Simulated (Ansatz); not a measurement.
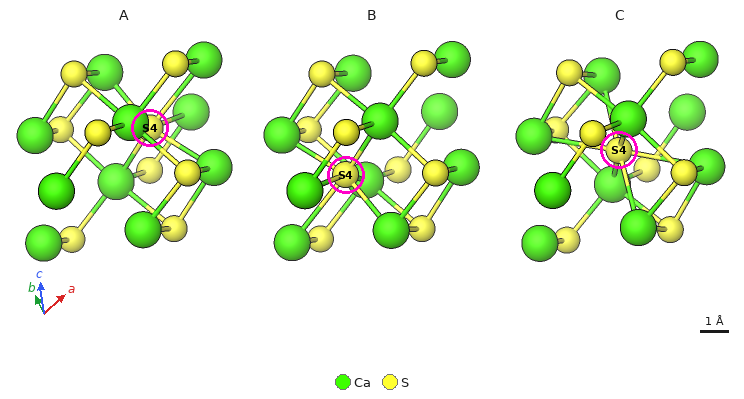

3 geometries from a converged minimum-energy path of a defect cell of composition Ca8S7 with an S vacancy (15 atoms in the cell), shuffled. A ball-and-stick model of the atoms within 5.0 Å of the middle of the path, seen from a free direction. The moving atom is ringed, with any periodic copies. Bonds to atoms that aren't drawn are left out.

All numbers below come from DFT, PAW plane waves, PBE in Ansatz. Set-up: plane-wave cutoff 420 eV; k-point mesh 2 × 2 × 2; Fermi-Dirac smearing 0.05 eV; 5 movable images; climbing image; force threshold 0.1 eV/Å; iteration limit 40.

Q: Which of them lies highest in energy?

A: C. In order along the path, whose images run from 0 to 6: A (image 1, +0.64 eV), C (image 3, +2.95 eV), B (image 5, +0.63 eV). It is a vacancy jump: a nearby atom moves into the empty site and leaves its own site empty. An S atom travels furthest, 3.98 Å from end to end, along −a, on a straight line. At the highest image its nearest neighbour (Ca) is 2.44 Å away, against 2.82 Å at the start, and the surrounding atoms stand up to 0.45 Å off the mean of their end positions.

Limits of the set-up: the k-point mesh is coarse for a cell with partly filled bands; the periodic images lie only 8.0 Å apart, so the values are limited by the cell's size.

Cost: 2.2 min on 4 threads of Intel(R) Xeon(R) Platinum 8488C (Sapphire Rapids) (shared host), peak memory 1.8 GiB.
